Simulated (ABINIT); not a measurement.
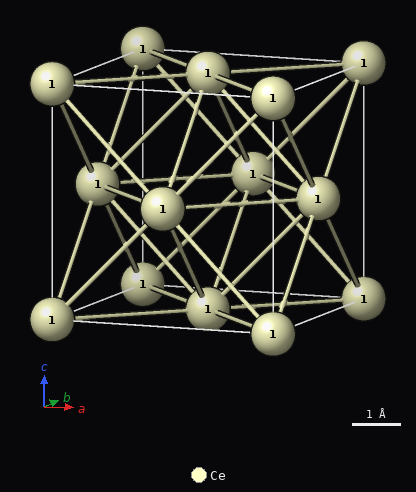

*The structure (ball-and-stick view of the cell 4 times as large as that of the calculation, set on its symmetry axes, seen slightly off an axis; atoms are numbered from 1 in the order of the input). An atom can appear more than once, as a periodic image.*

Near neighbours in the periodic cell (some may lie outside the picture): Ce has 12 Ce at 3.55 Å.

## Ce: optical-spectrum calculation (part 1 of 3)

System: Ce (Fm-3m, 1 atom in the cell).
Method: Kohn-Sham DFT of a periodic cell, PBE, PseudoDojo NC SR PBE v0.4 lanthanides 3+ (4f in core; v0.4.1 standard for the other elements), spin-polarised (ABINIT 10.8.3).

The structure derives from an entry of the Crystallography Open Database. The geometry was changed: volume scaled by 0.92.

### The input
```
ndtset 3

pp_dirpath "./"
pseudos "Ce.upf"

acell 3.5494819052 3.5494819052 3.5494819052 Angstrom
rprim
     0.0000000000     0.7071067812     0.7071067812
     0.7071067812     0.0000000000     0.7071067812
     0.7071067812     0.7071067812     0.0000000000
ntypat 1
znucl 58
natom 1
typat 1
chkprim 0
chksymtnons 0
tolsym 1.0e-6
xred
            0.0            0.0            0.0

ecut 24.0

ngkpt 10 10 10
nshiftk 4
shiftk
     0.5000000000     0.5000000000     0.5000000000
     0.5000000000     0.0000000000     0.0000000000
     0.0000000000     0.5000000000     0.0000000000
     0.0000000000     0.0000000000     0.5000000000
istwfk *1

ixc 11

occopt 7
tsmear 0.00734986

nsppol 2
spinat
     0.0000000000     0.0000000000     1.0000000000

nstep 80

iomode 3
prteig 0
prtebands 0

nband1 13
tolvrs1 1.0e-12
prtden1 1
prtwf1 0
kptopt1 1

iscf2 -3
getden2 1
nband2 16
nbdbuf2 4
tolwfr2 1.0e-12
nstep2 120
prtden2 0
kptopt2 1

optdriver3 8
wfk_task3 "wfk_optics_fullbz"
getwfk3 2
nband3 12
kptopt3 1
prtevk3 1
inclvkb3 2
```

### File optic.abi
```
&FILES
 ddkfile_1 = 'runo_DS3_1_EVK.nc',
 ddkfile_2 = 'runo_DS3_2_EVK.nc',
 ddkfile_3 = 'runo_DS3_3_EVK.nc',
 wfkfile = 'runo_DS3_WFK.nc'
/
&PARAMETERS
 broadening = 0.005512,
 domega = 0.002,
 maxomega = 0.8,
 scissor = 0.000000,
 tolerance = 0.002
/
&COMPUTATIONS
 num_lin_comp = 1,
 lin_comp = 11,
 num_nonlin_comp = 0
/
```

Run on 1 thread of Arm Neoverse V1, 112 GiB of memory available, shared host.

Launched with:
```bash
abinit run.abi > log 2>&1
optic optic.abi > optic.log 2>&1
```

### Output
```
.Version 10.8.3 of ABINIT
 DATASET    1 : space group Fm -3 m (#225); Bravais cF (face-center cubic)
================================================================================
 Values of the parameters that define the memory need for DATASET  1.
     intxc =       0    ionmov =       0      iscf =       7    lmnmax =       7
     lnmax =       7     mgfft =      30  mpssoang =       4    mqgrid =    3001
     natom =       1  nloc_mem =       1    nspden =       2   nspinor =       1
    nsppol =       2      nsym =      48    n1xccc =    2501    ntypat =       1
    occopt =       7   xclevel =       2
       mpw =        1239          nfft =       27000          nkpt =         110
================================================================================
================================================================================

 DATASET    2 : space group Fm -3 m (#225); Bravais cF (face-center cubic)
================================================================================
 Values of the parameters that define the memory need for DATASET  2.
     intxc =       0    ionmov =       0      iscf =      -3    lmnmax =       7
     lnmax =       7     mgfft =      30  mpssoang =       4    mqgrid =    3001
     natom =       1  nloc_mem =       1    nspden =       2   nspinor =       1
    nsppol =       2      nsym =      48    n1xccc =    2501    ntypat =       1
    occopt =       7   xclevel =       2
       mpw =        1239          nfft =       27000          nkpt =         110
================================================================================
================================================================================

 DATASET    3 : space group Fm -3 m (#225); Bravais cF (face-center cubic)
================================================================================
 Values of the parameters that define the memory need for DATASET  3.
     intxc =       0    ionmov =       0      iscf =       7    lmnmax =       7
     lnmax =       7     mgfft =      30  mpssoang =       4    mqgrid =    3001
     natom =       1  nloc_mem =       1    nspden =       2   nspinor =       1
    nsppol =       2      nsym =      48    n1xccc =    2501    ntypat =       1
    occopt =       7   xclevel =       2
       mpw =        1239          nfft =       27000          nkpt =         110
================================================================================
================================================================================

--------------------------------------------------------------------------------
------------- Echo of variables that govern the present computation ------------
--------------------------------------------------------------------------------
 -outvars: echo values of preprocessed input variables --------
            acell      6.7075486897E+00  6.7075486897E+00  6.7075486897E+00 Bohr
              amu      1.40115000E+02
          chkprim           0
      chksymtnons           0
             ecut      2.40000000E+01 Hartree
           getden1          0
           getden2          1
           getden3          0
           getwfk1          0
           getwfk2          0
           getwfk3          2
             iscf1          7
             iscf2         -3
             iscf3          7
              ixc          11
           jdtset        1    2    3
                       outvar_i_n : Printing only first  50 k-points.
         kptrlatt       10  -10   10    -10   10   10    -10  -10   10
          kptrlen      9.48590633E+01
            natom           1
            nband1         13
            nband2         16
            nband3         12
           nbdbuf1          0
           nbdbuf2          4
           nbdbuf3          0
           ndtset           3
            ngfft          30      30      30
             nkpt         110
           nspden           2
           nsppol           2
            nstep1         80
            nstep2        120
            nstep3         80
             nsym          48
           ntypat           1
                       prtocc : prtvol=0, do not print more k-points.
                       1.000000  1.000000  1.000000  1.000000  1.000000  1.000000
                       0.000000  0.000000  0.000000  0.000000  0.000000  0.000000
                       0.000000
                       1.000000  1.000000  1.000000  1.000000  1.000000  1.000000
                       0.000000  0.000000  0.000000  0.000000  0.000000  0.000000
                       0.000000
                       1.000000  1.000000  1.000000  1.000000  1.000000  1.000000
                       0.000000  0.000000  0.000000  0.000000  0.000000  0.000000
                       0.000000
                       1.000000  1.000000  1.000000  1.000000  1.000000  1.000000
                       0.000000  0.000000  0.000000  0.000000  0.000000  0.000000
                       0.000000
                       1.000000  1.000000  1.000000  1.000000  1.000000  1.000000
                       0.000000  0.000000  0.000000  0.000000  0.000000  0.000000
                       0.000000
                       1.000000  1.000000  1.000000  1.000000  1.000000  1.000000
                       0.000000  0.000000  0.000000  0.000000  0.000000  0.000000
                       0.000000
                       1.000000  1.000000  1.000000  1.000000  1.000000  1.000000
                       0.000000  0.000000  0.000000  0.000000  0.000000  0.000000
                       0.000000
                       1.000000  1.000000  1.000000  1.000000  1.000000  1.000000
                       0.000000  0.000000  0.000000  0.000000  0.000000  0.000000
                       0.000000
                       1.000000  1.000000  1.000000  1.000000  1.000000  1.000000
                       0.000000  0.000000  0.000000  0.000000  0.000000  0.000000
                       0.000000
                       1.000000  1.000000  1.000000  1.000000  1.000000  1.000000
                       0.000000  0.000000  0.000000  0.000000  0.000000  0.000000
                       0.000000
                       1.000000  1.000000  1.000000  1.000000  1.000000  1.000000
                       0.000000  0.000000  0.000000  0.000000  0.000000  0.000000
                       0.000000
                       1.000000  1.000000  1.000000  1.000000  1.000000  1.000000
                       0.000000  0.000000  0.000000  0.000000  0.000000  0.000000
                       0.000000
                       1.000000  1.000000  1.000000  1.000000  1.000000  1.000000
                       0.000000  0.000000  0.000000  0.000000  0.000000  0.000000
                       0.000000
                       1.000000  1.000000  1.000000  1.000000  1.000000  1.000000
                       0.000000  0.000000  0.000000  0.000000  0.000000  0.000000
                       0.000000
                       1.000000  1.000000  1.000000  1.000000  1.000000  1.000000
                       0.000000  0.000000  0.000000  0.000000  0.000000  0.000000
                       0.000000
                       1.000000  1.000000  1.000000  1.000000  1.000000  1.000000
                       0.000000  0.000000  0.000000  0.000000  0.000000  0.000000
                       0.000000
                       1.000000  1.000000  1.000000  1.000000  1.000000  1.000000
                       0.000000  0.000000  0.000000  0.000000  0.000000  0.000000
                       0.000000
                       1.000000  1.000000  1.000000  1.000000  1.000000  1.000000
                       0.000000  0.000000  0.000000  0.000000  0.000000  0.000000
                       0.000000
                       1.000000  1.000000  1.000000  1.000000  1.000000  1.000000
                       0.000000  0.000000  0.000000  0.000000  0.000000  0.000000
                       0.000000
                       1.000000  1.000000  1.000000  1.000000  1.000000  1.000000
                       0.000000  0.000000  0.000000  0.000000  0.000000  0.000000
                       0.000000
                       1.000000  1.000000  1.000000  1.000000  1.000000  1.000000
                       0.000000  0.000000  0.000000  0.000000  0.000000  0.000000
                       0.000000
                       1.000000  1.000000  1.000000  1.000000  1.000000  1.000000
                       0.000000  0.000000  0.000000  0.000000  0.000000  0.000000
                       0.000000
                       1.000000  1.000000  1.000000  1.000000  1.000000  1.000000
                       0.000000  0.000000  0.000000  0.000000  0.000000  0.000000
                       0.000000
                       1.000000  1.000000  1.000000  1.000000  1.000000  1.000000
                       0.000000  0.000000  0.000000  0.000000  0.000000  0.000000
                       0.000000
                       1.000000  1.000000  1.000000  1.000000  1.000000  1.000000
                       0.000000  0.000000  0.000000  0.000000  0.000000  0.000000
                       0.000000
                       1.000000  1.000000  1.000000  1.000000  1.000000  1.000000
                       0.000000  0.000000  0.000000  0.000000  0.000000  0.000000
                       0.000000
                       1.000000  1.000000  1.000000  1.000000  1.000000  1.000000
                       0.000000  0.000000  0.000000  0.000000  0.000000  0.000000
                       0.000000
                       1.000000  1.000000  1.000000  1.000000  1.000000  1.000000
                       0.000000  0.000000  0.000000  0.000000  0.000000  0.000000
                       0.000000
                       1.000000  1.000000  1.000000  1.000000  1.000000  1.000000
                       0.000000  0.000000  0.000000  0.000000  0.000000  0.000000
                       0.000000
                       1.000000  1.000000  1.000000  1.000000  1.000000  1.000000
                       0.000000  0.000000  0.000000  0.000000  0.000000  0.000000
                       0.000000
                       1.000000  1.000000  1.000000  1.000000  1.000000  1.000000
                       0.000000  0.000000  0.000000  0.000000  0.000000  0.000000
                       0.000000
                       1.000000  1.000000  1.000000  1.000000  1.000000  1.000000
                       0.000000  0.000000  0.000000  0.000000  0.000000  0.000000
                       0.000000
                       1.000000  1.000000  1.000000  1.000000  1.000000  1.000000
                       0.000000  0.000000  0.000000  0.000000  0.000000  0.000000
                       0.000000
                       1.000000  1.000000  1.000000  1.000000  1.000000  1.000000
                       0.000000  0.000000  0.000000  0.000000  0.000000  0.000000
                       0.000000
                       1.000000  1.000000  1.000000  1.000000  1.000000  1.000000
                       0.000000  0.000000  0.000000  0.000000  0.000000  0.000000
                       0.000000
                       1.000000  1.000000  1.000000  1.000000  1.000000  1.000000
                       0.000000  0.000000  0.000000  0.000000  0.000000  0.000000
                       0.000000
                       1.000000  1.000000  1.000000  1.000000  1.000000  1.000000
                       0.000000  0.000000  0.000000  0.000000  0.000000  0.000000
                       0.000000
                       1.000000  1.000000  1.000000  1.000000  1.000000  1.000000
                       0.000000  0.000000  0.000000  0.000000  0.000000  0.000000
                       0.000000
                       1.000000  1.000000  1.000000  1.000000  1.000000  1.000000
                       0.000000  0.000000  0.000000  0.000000  0.000000  0.000000
                       0.000000
                       1.000000  1.000000  1.000000  1.000000  1.000000  1.000000
                       0.000000  0.000000  0.000000  0.000000  0.000000  0.000000
                       0.000000
                       1.000000  1.000000  1.000000  1.000000  1.000000  1.000000
                       0.000000  0.000000  0.000000  0.000000  0.000000  0.000000
                       0.000000
                       1.000000  1.000000  1.000000  1.000000  1.000000  1.000000
                       0.000000  0.000000  0.000000  0.000000  0.000000  0.000000
                       0.000000
                       1.000000  1.000000  1.000000  1.000000  1.000000  1.000000
                       0.000000  0.000000  0.000000  0.000000  0.000000  0.000000
                       0.000000
                       1.000000  1.000000  1.000000  1.000000  1.000000  1.000000
                       0.000000  0.000000  0.000000  0.000000  0.000000  0.000000
                       0.000000
                       1.000000  1.000000  1.000000  1.000000  1.000000  1.000000
                       0.000000  0.000000  0.000000  0.000000  0.000000  0.000000
                       0.000000
                       1.000000  1.000000  1.000000  1.000000  1.000000  1.000000
                       0.000000  0.000000  0.000000  0.000000  0.000000  0.000000
                       0.000000
                       1.000000  1.000000  1.000000  1.000000  1.000000  1.000000
                       0.000000  0.000000  0.000000  0.000000  0.000000  0.000000
                       0.000000
                       1.000000  1.000000  1.000000  1.000000  1.000000  1.000000
                       0.000000  0.000000  0.000000  0.000000  0.000000  0.000000
                       0.000000
                       1.000000  1.000000  1.000000  1.000000  1.000000  1.000000
                       0.000000  0.000000  0.000000  0.000000  0.000000  0.000000
                       0.000000
                       1.000000  1.000000  1.000000  1.000000  1.000000  1.000000
                       0.000000  0.000000  0.000000  0.000000  0.000000  0.000000
                       0.000000
                       prtocc : prtvol=0, do not print more k-points.
                       prtocc : prtvol=0, do not print more k-points.
                       1.000000  1.000000  1.000000  1.000000  1.000000  1.000000
                       0.000000  0.000000  0.000000  0.000000  0.000000  0.000000
                       0.000000  0.000000  0.000000  0.000000
                       1.000000  1.000000  1.000000  1.000000  1.000000  1.000000
                       0.000000  0.000000  0.000000  0.000000  0.000000  0.000000
                       0.000000  0.000000  0.000000  0.000000
                       1.000000  1.000000  1.000000  1.000000  1.000000  1.000000
                       0.000000  0.000000  0.000000  0.000000  0.000000  0.000000
                       0.000000  0.000000  0.000000  0.000000
                       1.000000  1.000000  1.000000  1.000000  1.000000  1.000000
                       0.000000  0.000000  0.000000  0.000000  0.000000  0.000000
                       0.000000  0.000000  0.000000  0.000000
                       1.000000  1.000000  1.000000  1.000000  1.000000  1.000000
                       0.000000  0.000000  0.000000  0.000000  0.000000  0.000000
                       0.000000  0.000000  0.000000  0.000000
                       1.000000  1.000000  1.000000  1.000000  1.000000  1.000000
                       0.000000  0.000000  0.000000  0.000000  0.000000  0.000000
                       0.000000  0.000000  0.000000  0.000000
                       1.000000  1.000000  1.000000  1.000000  1.000000  1.000000
                       0.000000  0.000000  0.000000  0.000000  0.000000  0.000000
                       0.000000  0.000000  0.000000  0.000000
                       1.000000  1.000000  1.000000  1.000000  1.000000  1.000000
                       0.000000  0.000000  0.000000  0.000000  0.000000  0.000000
                       0.000000  0.000000  0.000000  0.000000
                       1.000000  1.000000  1.000000  1.000000  1.000000  1.000000
                       0.000000  0.000000  0.000000  0.000000  0.000000  0.000000
                       0.000000  0.000000  0.000000  0.000000
                       1.000000  1.000000  1.000000  1.000000  1.000000  1.000000
                       0.000000  0.000000  0.000000  0.000000  0.000000  0.000000
                       0.000000  0.000000  0.000000  0.000000
                       1.000000  1.000000  1.000000  1.000000  1.000000  1.000000
                       0.000000  0.000000  0.000000  0.000000  0.000000  0.000000
                       0.000000  0.000000  0.000000  0.000000
```
